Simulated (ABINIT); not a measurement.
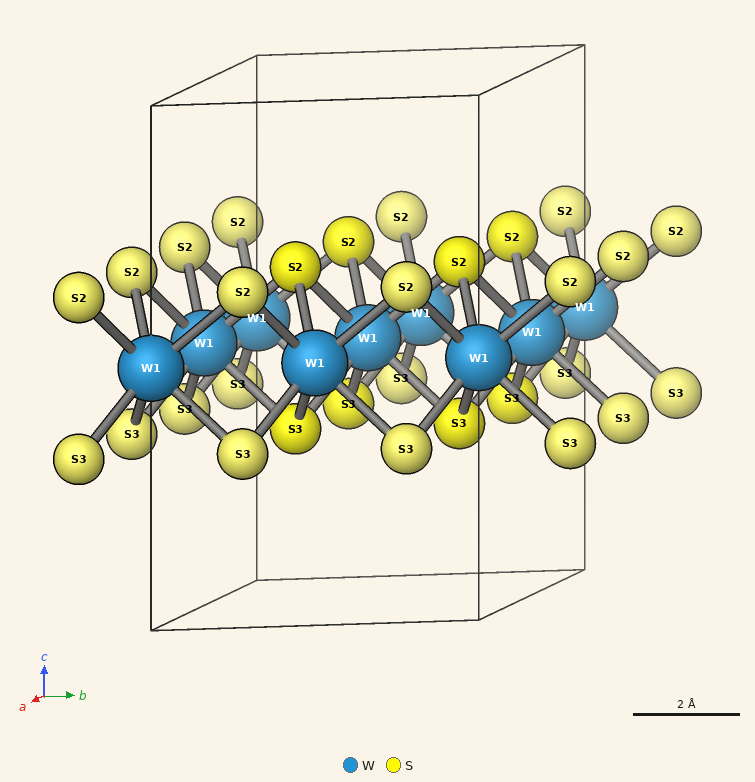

**Figure 1.** The input geometry (ball-and-stick view of the 2 × 2 repeat of the cell, with the vacuum cut short, seen slightly off an axis; neighbours outside the cell are drawn fainter; atoms are numbered from 1 in the order of the input). An atom can appear more than once, as a periodic image. Near neighbours in the periodic cell (some may lie outside the picture): W has 6 S at 2.41 Å; S has 3 W at 2.41 Å.

# Bethe–Salpeter calculation of WS2 (part 1 of 2)

WS2 (3 atoms in the cell), computed with Kohn-Sham DFT of a periodic cell, LDA, PseudoDojo NC SR LDA v0.4.1 standard, BSE, no spin polarisation (ABINIT 10.8.3).

The structure derives from a Materials Project entry.

## Input
```
# Datasets
ndtset 3

# Pseudopotentials
pp_dirpath "./"
pseudos "W.upf, S.upf"

# Structure
acell 3*1.0
rprim
     6.0159740246     0.0000000000     0.0000000000
    -3.0079870123     5.2099863337     0.0000000000
     0.0000000000     0.0000000000    32.0319498662
ntypat 2
znucl 74 16
natom 3
typat 1 2 2
xred
            0.0            0.0            0.0
            1/3            2/3   0.0920005100
            1/3            2/3   0.9079994900

# Plane-wave basis
ecut 30.0

# k points
kptopt 1
ngkpt 6 6 1
nshiftk 1
shiftk 0.11 0.21 0.31
chksymbreak 0
istwfk *1

# Exchange and correlation
ixc 7

# Bands and occupations
occopt 1

# SCF cycle
nstep 80
diemac 6.0

# Output
iomode 3
prteig 0
prtebands 0

# Dataset 1: ground state
nband1 13
tolvrs1 1.0e-12
prtden1 1
prtwf1 0
ngkpt1 6 6 1
nshiftk1 1
shiftk1 0.0 0.0 0.0

# Dataset 2: empty bands at fixed density
iscf2 -2
getden2 1
nband2 22
nbdbuf2 4
tolwfr2 1.0e-12
nstep2 120
prtden2 0

# Dataset 3: Bethe-Salpeter equation, Tamm-Dancoff
optdriver3 99
getwfk3 2
getden3 1
bs_calctype3 1
mbpt_sciss3 0.0 eV
bs_exchange_term3 1
bs_coulomb_term3 21
mdf_epsinf3 4.53
bs_coupling3 0
bs_algorithm3 1
bs_loband3 10
nband3 16
ecutwfn3 25.0
ecuteps3 3.0
bs_freq_mesh3 0.0 11.0 0.05 eV
zcut3 0.1 eV
inclvkb3 2
```

Run on 1 thread of Arm Neoverse V2, 112 GiB of memory available, shared host.

Launch command:
```bash
abinit run.abi > log 2>&1
```

## What the program printed
```
.Version 10.8.3 of ABINIT
 DATASET    1 : space group P-6 m 2 (#187); Bravais hP (primitive hexag.)
================================================================================
 Values of the parameters that define the memory need for DATASET  1.
     intxc =       0    ionmov =       0      iscf =       7    lmnmax =       8
     lnmax =       8     mgfft =     160  mpssoang =       4    mqgrid =    7898
     natom =       3  nloc_mem =       1    nspden =       1   nspinor =       1
    nsppol =       1      nsym =      12    n1xccc =    2501    ntypat =       2
    occopt =       1   xclevel =       1
       mpw =        7933          nfft =      144000          nkpt =           7
================================================================================
================================================================================

 DATASET    2 : space group P-6 m 2 (#187); Bravais hP (primitive hexag.)
================================================================================
 Values of the parameters that define the memory need for DATASET  2.
     intxc =       0    ionmov =       0      iscf =      -2    lmnmax =       8
     lnmax =       8     mgfft =     160  mpssoang =       4    mqgrid =    7898
     natom =       3  nloc_mem =       1    nspden =       1   nspinor =       1
    nsppol =       1      nsym =      12    n1xccc =    2501    ntypat =       2
    occopt =       1   xclevel =       1
       mpw =        7933          nfft =      144000          nkpt =          36
================================================================================
================================================================================

 DATASET    3 : space group P-6 m 2 (#187); Bravais hP (primitive hexag.)
================================================================================
 Values of the parameters that define the memory need for DATASET  3.
     intxc =       0    ionmov =       0      iscf =       7    lmnmax =       8
     lnmax =       8     mgfft =     150  mpssoang =       4    mqgrid =    7210
     natom =       3  nloc_mem =       1    nspden =       1   nspinor =       1
    nsppol =       1      nsym =      12    n1xccc =    2501    ntypat =       2
    occopt =       1   xclevel =       1
       mpw =        6017          nfft =      135000          nkpt =          36
================================================================================
================================================================================

--------------------------------------------------------------------------------
------------- Echo of variables that govern the present computation ------------
--------------------------------------------------------------------------------
 -outvars: echo values of preprocessed input variables --------
            acell      1.0000000000E+00  1.0000000000E+00  1.0000000000E+00 Bohr
              amu      1.83850000E+02  3.20660000E+01
     bs_algorithm1          2
     bs_algorithm2          2
     bs_algorithm3          1
  bs_coulomb_term1         11
  bs_coulomb_term2         11
  bs_coulomb_term3         21
     bs_freq_mesh1     0.00000000E+00  0.00000000E+00  3.67493222E-04 Hartree
     bs_freq_mesh2     0.00000000E+00  0.00000000E+00  3.67493222E-04 Hartree
     bs_freq_mesh3     0.00000000E+00  4.04242544E-01  1.83746611E-03 Hartree
        bs_loband1          0
        bs_loband2          0
        bs_loband3         10
      chksymbreak           0
           diemac      6.00000000E+00
             ecut1     3.00000000E+01 Hartree
             ecut2     3.00000000E+01 Hartree
             ecut3     2.50000000E+01 Hartree
          ecuteps1     0.00000000E+00 Hartree
          ecuteps2     0.00000000E+00 Hartree
          ecuteps3     3.00000000E+00 Hartree
          ecutwfn1     0.00000000E+00 Hartree
          ecutwfn2     0.00000000E+00 Hartree
          ecutwfn3     2.50000000E+01 Hartree
           getden1          0
           getden2          1
           getden3          1
           getwfk1          0
           getwfk2          0
           getwfk3          2
             iscf1          7
             iscf2         -2
             iscf3          7
              ixc           7
           jdtset        1    2    3
         kptrlatt        6    0    0      0    6    0      0    0    1
          kptrlen      3.60958441E+01
       mdf_epsinf1     0.00000000E+00
       mdf_epsinf2     0.00000000E+00
       mdf_epsinf3     4.53000000E+00
            natom           3
            nband1         13
            nband2         22
            nband3         16
           nbdbuf1          0
           nbdbuf2          4
           nbdbuf3          0
           ndtset           3
            ngfft1         30      30     160
            ngfft2         30      30     160
            ngfft3         30      30     150
             nkpt1          7
             nkpt2         36
             nkpt3         36
           npweps1          0
           npweps2          0
           npweps3        259
            nstep1         80
            nstep2        120
            nstep3         80
             nsym          12
           ntypat           2
        optdriver1          0
        optdriver2          0
        optdriver3         99
           prtden1          1
           prtden2          0
           prtden3          1
        prtebands           0
           prteig           0
            prtwf1          0
            prtwf2          1
            prtwf3          1
            rprim      6.0159740246E+00  0.0000000000E+00  0.0000000000E+00
                      -3.0079870123E+00  5.2099863337E+00  0.0000000000E+00
                       0.0000000000E+00  0.0000000000E+00  3.2031949866E+01
           shiftk1     0.00000000E+00  0.00000000E+00  0.00000000E+00
           shiftk2     1.10000000E-01  2.10000000E-01  3.10000000E-01
           shiftk3     1.10000000E-01  2.10000000E-01  3.10000000E-01
          spgroup         187
           tolvrs1     1.00000000E-12
           tolvrs2     0.00000000E+00
           tolvrs3     0.00000000E+00
           tolwfr1     0.00000000E+00
           tolwfr2     1.00000000E-12
           tolwfr3     0.00000000E+00
            typat      1  2  2
           xangst      0.0000000000E+00  0.0000000000E+00  0.0000000000E+00
                       2.7448169801E-16  1.8380040234E+00  1.5594618096E+00
                       2.7448169801E-16  1.8380040234E+00  1.5391116069E+01
            xcart      0.0000000000E+00  0.0000000000E+00  0.0000000000E+00
                       5.1869523582E-16  3.4733242225E+00  2.9469557240E+00
                       5.1869523582E-16  3.4733242225E+00  2.9084994142E+01
             xred      0.0000000000E+00  0.0000000000E+00  0.0000000000E+00
                       3.3333333333E-01  6.6666666667E-01  9.2000510000E-02
                       3.3333333333E-01  6.6666666667E-01  9.0799949000E-01
             zcut1     3.67493260E-03 Hartree
             zcut2     3.67493260E-03 Hartree
             zcut3     3.67493222E-03 Hartree
            znucl       74.00000   16.00000

================================================================================

 chkinp: Checking input parameters for consistency, jdtset=   1.

 chkinp: Checking input parameters for consistency, jdtset=   2.

 chkinp: Checking input parameters for consistency, jdtset=   3.

================================================================================
== DATASET  1 ==================================================================

--- !DatasetInfo
iteration_state: {dtset: 1, }
dimensions: {natom: 3, nkpt: 7, mband: 13, nsppol: 1, nspinor: 1, nspden: 1, mpw: 7933, }
cutoff_energies: {ecut:  30.0, pawecutdg:  -1.0, }
electrons: {nelect:   2.60000000E+01, charge:   0.00000000E+00, occopt:   1.00000000E+00, tsmear:   1.00000000E-02, }
meta: {optdriver: 0, ionmov: 0, optcell: 0, iscf: 7, paral_kgb: 0, }
...

 Exchange-correlation functional for the present dataset will be:
  LDA: Perdew-Wang 92 LSD fit to Ceperley-Alder data - ixc=7
  J.P.Perdew and Y.Wang, PRB 45, 13244 (1992)

 Real(R)+Recip(G) space primitive vectors, cartesian coordinates (Bohr,Bohr^-1):
 R(1)=  6.0159740  0.0000000  0.0000000  G(1)=  0.1662241  0.0959695  0.0000000
 R(2)= -3.0079870  5.2099863  0.0000000  G(2)=  0.0000000  0.1919391  0.0000000
 R(3)=  0.0000000  0.0000000 32.0319499  G(3)=  0.0000000  0.0000000  0.0312188
 Unit cell volume ucvol=  1.0039820E+03 bohr^3
 Angles (23,13,12)=  9.00000000E+01  9.00000000E+01  1.20000000E+02 degrees

 getcut: wavevector=  0.0000  0.0000  0.0000  ngfft=  30  30 160
         ecut(hartree)=     30.000   => boxcut(ratio)=   2.02400

--- Pseudopotential description ------------------------------------------------
- pspini: atom type   1  psp file is ./W.upf
  74.00000  14.00000  180309                  znucl, zion, pspdat
12 -1012 3 -1 1380                            pspcod,pspxc,lmax,lloc,mmax
     nproj     2     2     2     2

- pspini: atom type   2  psp file is ./S.upf
  16.00000   6.00000  180309                  znucl, zion, pspdat
12 -1012 2 -1 1132                            pspcod,pspxc,lmax,lloc,mmax
     nproj     2     2     2     0

   7.42794390E+02                                ecore*ucvol(ha*bohr**3)
--------------------------------------------------------------------------------

================================================================================

--- !BeginCycle
iteration_state: {dtset: 1, }
solver: {iscf: 7, nstep: 80, nline: 4, wfoptalg: 0, }
tolerances: {tolvrs: 1.00E-12, }
...

     iter   Etot(hartree)      deltaE(h)  residm     vres2
 ETOT  1  -97.839986351778    -9.784E+01 4.990E-02 9.511E+02
 ETOT  2  -97.367967624039     4.720E-01 4.034E-03 1.142E+04
 ETOT  3  -98.090426080990    -7.225E-01 1.986E-03 9.588E+02
 ETOT  4  -98.124563446766    -3.414E-02 2.195E-04 3.479E+02
 ETOT  5  -98.136124441383    -1.156E-02 4.778E-05 2.994E+01
 ETOT  6  -98.136343092416    -2.187E-04 8.215E-06 4.742E+01
 ETOT  7  -98.137654682915    -1.312E-03 9.531E-06 3.695E-01
 ETOT  8  -98.137666034985    -1.135E-05 6.036E-07 8.447E-02
 ETOT  9  -98.137666846004    -8.110E-07 6.724E-08 3.087E-02
 ETOT 10  -98.137667287785    -4.418E-07 1.513E-08 4.247E-03
 ETOT 11  -98.137667407433    -1.196E-07 4.313E-09 1.470E-04
 ETOT 12  -98.137667413308    -5.874E-09 9.261E-10 1.279E-05
 ETOT 13  -98.137667413800    -4.928E-10 3.269E-10 2.156E-06
 ETOT 14  -98.137667413901    -1.009E-10 7.388E-11 4.676E-08
 ETOT 15  -98.137667413926    -2.473E-11 2.088E-11 1.491E-08
 ETOT 16  -98.137667413937    -1.131E-11 5.443E-12 5.684E-10
 ETOT 17  -98.137667413941    -3.666E-12 1.567E-12 4.585E-11
 ETOT 18  -98.137667413924     1.648E-11 4.235E-13 2.642E-12
 ETOT 19  -98.137667413930    -5.485E-12 1.200E-13 1.057E-12
 ETOT 20  -98.137667413920     1.000E-11 3.351E-14 9.972E-14

 At SCF step   20       vres2   =  9.97E-14 < tolvrs=  1.00E-12 =>converged.

 Cartesian components of stress tensor (hartree/bohr^3)
  sigma(1 1)=  8.75774027E-05  sigma(3 2)=  0.00000000E+00
  sigma(2 2)=  8.75774027E-05  sigma(3 1)=  0.00000000E+00
  sigma(3 3)=  5.06147216E-05  sigma(2 1)=  0.00000000E+00

--- !ResultsGS
iteration_state: {dtset: 1, }
comment   : Summary of ground state results
lattice_vectors:
- [  6.0159740,   0.0000000,   0.0000000, ]
- [ -3.0079870,   5.2099863,   0.0000000, ]
- [  0.0000000,   0.0000000,  32.0319499, ]
lattice_lengths: [   6.01597,    6.01597,   32.03195, ]
lattice_angles: [ 90.000,  90.000, 120.000, ] # degrees, (23, 13, 12)
lattice_volume:   1.0039820E+03
convergence: {deltae:  1.000E-11, res2:  9.972E-14, residm:  3.351E-14, diffor: null, }
etotal    :  -9.81376674E+01
entropy   :   0.00000000E+00
fermie    :  -2.74120717E-02
cartesian_stress_tensor: # hartree/bohr^3
- [  8.75774027E-05,   0.00000000E+00,   0.00000000E+00, ]
- [  0.00000000E+00,   8.75774027E-05,   0.00000000E+00, ]
- [  0.00000000E+00,   0.00000000E+00,   5.06147216E-05, ]
pressure_GPa:  -2.2141E+00
xred      :
- [  0.0000E+00,   0.0000E+00,   0.0000E+00,  W]
- [  3.3333E-01,   6.6667E-01,   9.2001E-02,  S]
- [  3.3333E-01,   6.6667E-01,   9.0800E-01,  S]
cartesian_forces: # hartree/bohr
- [  1.19355357E-28,   6.89098474E-29,  -0.00000000E+00, ]
- [ -5.96776784E-29,  -3.44549237E-29,  -8.29736949E-03, ]
- [ -5.96776784E-29,  -3.44549237E-29,   8.29736949E-03, ]
force_length_stats: {min:   1.37819695E-28, max:   8.29736949E-03, mean:   5.53157966E-03, }
...

 Integrated electronic density in atomic spheres:
 ------------------------------------------------
 Atom  Sphere_radius  Integrated_density
    1        2.00000         10.13897048
    2        2.00000          3.95841338
    3        2.00000          3.95841338
================================================================================

 ----iterations are completed or convergence reached----

 Mean square residual over all n,k,spin=   36.839E-17; max=  33.507E-15
 reduced coordinates (array xred) for    3 atoms
       0.000000000000      0.000000000000      0.000000000000
       0.333333333333      0.666666666667      0.092000510000
       0.333333333333      0.666666666667      0.907999490000
 rms dE/dt=  1.2529E-01; max dE/dt=  2.6578E-01; dE/dt below (all hartree)
    1       0.000000000000      0.000000000000      0.000000000000
    2       0.000000000000      0.000000000000      0.265780923418
    3       0.000000000000      0.000000000000     -0.265780923418
```
